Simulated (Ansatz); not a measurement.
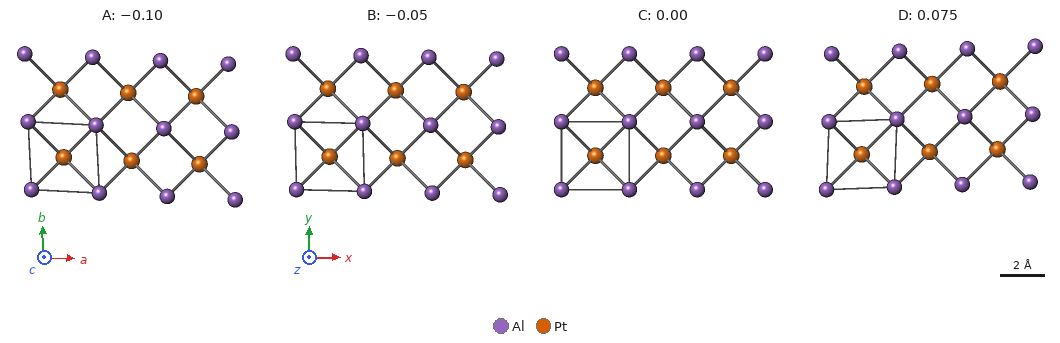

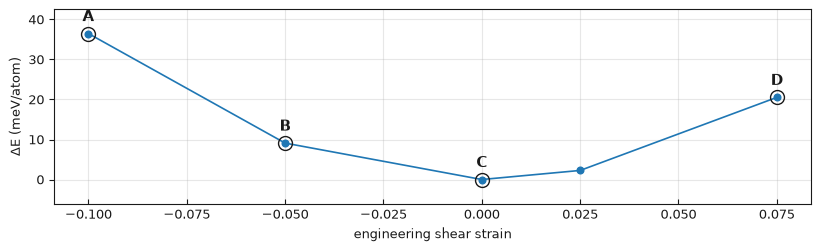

Energy scan for a crystal of AlPt (Pm-3m), in which the cell is strained in shear in the xy plane, with the atoms kept at their fractional coordinates. x, y and z are the Cartesian axes of the input. The lettered frames are marked on the plot. Style: ball-and-stick. Shown: the cell of the calculation, repeated 3 × 2 × 2 with one cell outlined, along the c axis.

The calculation used Ansatz 0.2.0, DFT r2SCAN, scalar-relativistic, plane waves, PAW. Settings: plane-wave cutoff 500 eV; k-point mesh 16 × 16 × 16; occupations gaussian; smearing width 0.15 eV; no spin polarisation. Energies (free energies at the smearing named) are counted from the cell as listed in its source, which wasn't relaxed.

Question: Read off the main features of the energy profile.

Answer: The lowest computed point lies at the strain 0.00 (0.0 meV/atom). The unrelaxed reference is under a pressure of −4.7 GPa. The distortion takes the space group from Pm-3m to Cmmm. At the strain −0.10 the cell of the drawing goes a 3.092 → 3.095 Å, b 3.092 → 3.095 Å, γ 90.0° → 95.7°.

The computed points:

| engineering shear strain | ΔE (meV/atom) |
| --- | --- |
| −0.100 | 36.5 |
| −0.050 | 9.1 |
| 0.000 | 0.0 |
| 0.025 | 2.3 |
| 0.075 | 20.5 |
